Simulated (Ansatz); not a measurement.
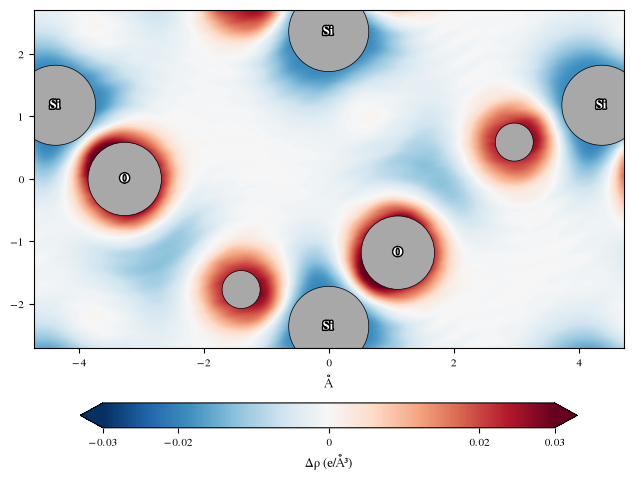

SiO2. Difference of the valence pseudo-densities of two functionals at the same geometry, on the (011̄) plane of the calculation cell: one of PBEsol and r2SCAN less the other.

Both computed with Ansatz (plane waves, PAW), on the same k-point mesh. Grey discs cover the atomic cores.

> Which was subtracted from which, and what does the map show?

It is r2SCAN less PBEsol. Against PBEsol, r2SCAN gives less density around Si (−0.006 e/Å³ on average at 0.9 Å from the nucleus), more density around O (+0.015 e/Å³ on average at 0.7 Å from the nucleus) and a change of +0.011 e/Å³ at the midpoint of Si–O.
